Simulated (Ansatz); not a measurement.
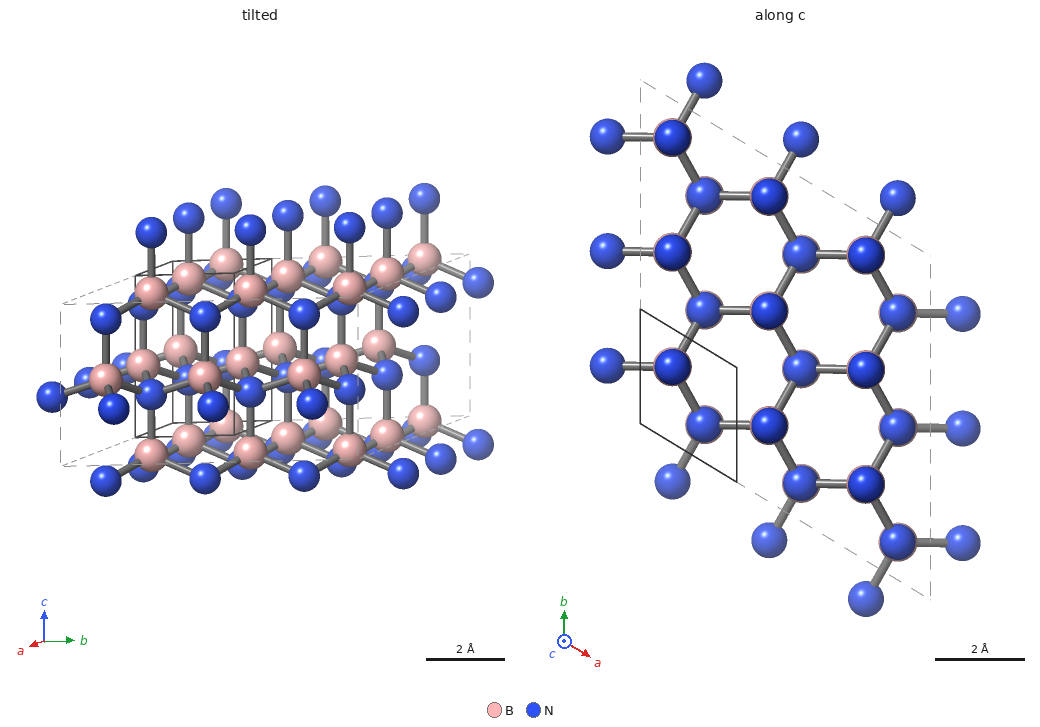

Drawn in the ball-and-stick manner and seen slightly off an axis and along the c axis. The picture spans 3×3×1 cells, one unit cell being drawn with solid lines. A few atoms beyond the faces are included.

BN, a = 2.54 Å, b = 2.58 Å, c = 4.21 Å, α = 90.00°, β = 90.00°, γ = 121.28°.

Level of theory and settings: DFT, HSE06, plane waves, PAW in Ansatz 0.2.0, E_cut = 420 eV, a 9×9×4 sampling of the Brillouin zone, no spin polarisation.

> How large a gap does the method give, if there is one?

An insulator at this level, with a gap of 6.42 eV, indirect; the smallest direct gap is 9.63 eV.

> What is the pressure at this volume?

The computed pressure is -4.2 GPa (stretched: it would shrink). The stress isn't hydrostatic: its largest component is 12.6 GPa.

The structure comes from a structure type filled with these elements by a generator (whether the compound takes this form wasn't checked). The cell was then strained or its atoms displaced on purpose. A calculation with Ansatz used it as input.

At this level of theory the cell isn't at rest (stretched, at -4 GPa), so its distances can differ from those at equilibrium, the more so the softer the solid.
